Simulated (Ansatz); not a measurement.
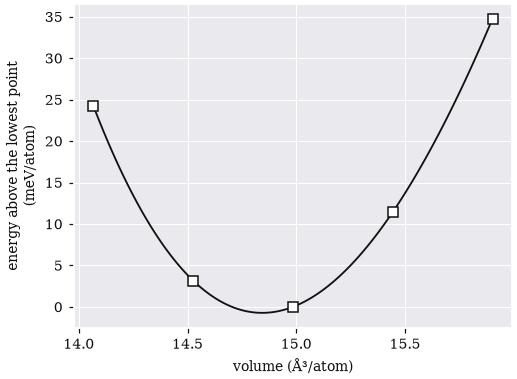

The picture above shows the energy above the lowest point against volume for Pd, space group Fm-3m (No. 225) (one of a set of cubic test structures, which need not be the stable phase).

Computed with Ansatz 0.2.0 development build: equation of state of a cubic crystal from periodic Kohn-Sham density functional theory without spin, third-order Birch-Murnaghan fit to the free energies; pressure corrected for the finite basis. Level: HSE06.

```csv
setting,value
structure type,fcc
atoms in cell,1
space group number,225
lattice centring,face-centred primitive
k mesh,6×6×6
occupation method,Fermi–Dirac
occupation width,0.1 eV
wave cutoff,700 eV
datasets,hard PAW
density tolerance,0 eV
bands,13
density cutoff ratio,4
search for lower states,default
exchange singularity,regularized
```

Q: Give the fitted equation-of-state parameters.

A: A third-order Birch–Murnaghan fit gives V0 = 14.84 Å³/atom, B0 = 175 GPa and B′ = 5.6.

Limits of the calculation: coarse k-mesh, values are not converged in k; no spin polarisation, a magnetic state may lie lower; pseudopotentials made with PBE, not this functional.
